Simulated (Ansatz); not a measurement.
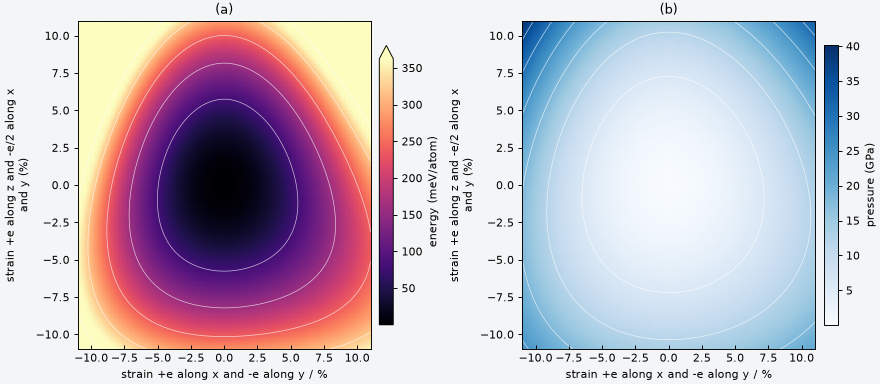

Rh (P6_3/mmc, No. 194; 4 atoms in the cell). The energy is mapped over two homogeneous strains (x along [1 0 0], y along [1 2 0], z along [0 0 1] of the conventional cell). The first coordinate is: strain +e along x and -e along y; the second: strain +e along z and -e/2 along x and y. Nothing is relaxed (fractional coordinates fixed). Grid: 7 × 7 points. Points are written as (first, second). Energies are in meV/atom, from the lowest grid point. Level of theory: Ansatz 0.2.0, DFT LDA, scalar-relativistic, plane waves, PAW. Settings: cutoff 420 eV, k-mesh 18×18×6 in the order of the run's cell vectors, gaussian smearing 0.15 eV, no spin polarisation.

Panel (a) is the energy; panel (b) is the computed pressure, in GPa.

In the figure: a smooth colour map with a few white contour lines, one colour for all values above the top of the scale. Between grid points the surface is interpolated.

How does the pressure vary over the map, and what is it at the lowest grid point?

It runs from 0.1 GPa at (0.0 %, 0.0 %) to 40.1 GPa at (−11.0 %, 11.0 %). At the lowest grid point, (0.0 %, 0.0 %), it is 0.1 GPa.

PAW datasets: the set soft_1.
